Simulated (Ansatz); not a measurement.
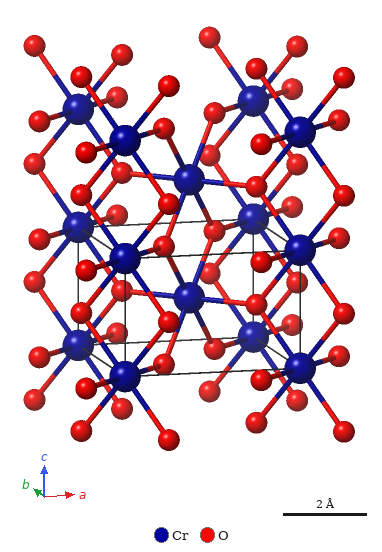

The starting point is crystalline CrO2 (built on the CrO2-type type). The picture is a ball-and-stick view of the cell of the calculation, repeated 1 × 1 × 2 with one cell outlined, seen slightly off an axis.

These are results of DFT r2SCAN, scalar-relativistic, plane waves, PAW in Ansatz 0.2.0, not measurements. (plane-wave cutoff 500 eV; k-point mesh 6 × 6 × 10; occupations gaussian; smearing width 0.05 eV; collinear spin)

Change: The cell is strained by +2.0 % along a and none across it (volume +2.0 %), the atoms keeping their fractional coordinates. No relaxation follows.

### Predict the response.

The energy rises by 4.2 meV per atom. Pressure: 0.0 GPa before, −4.7 GPa after. The principal stresses (compression positive) are −3.4 GPa along c, −3.7 GPa along b, −7.0 GPa along a. The largest forces, 0.065 eV/Å, act on 4 O atoms of the calculation's cell. The absolute magnetisation per cell goes from 5.05 to 5.14 μB (net moment 4.00 and 4.00 μB). Near-neighbour distances before and after: Cr–O 1.885 → 1.904 Å, Cr–O 1.905 → 1.913 Å. The space group (tolerance 0.01 Å) goes from P4_2/mnm (No. 136) to Pnnm (No. 58).

Drawn alike, the variant:

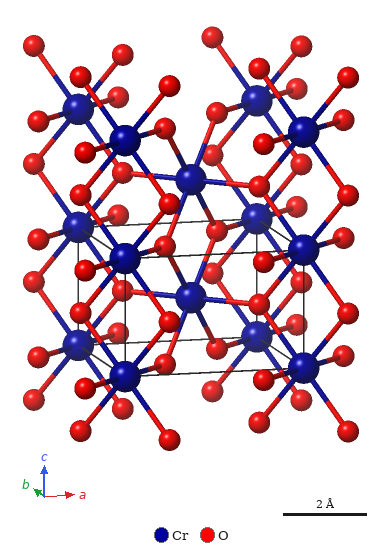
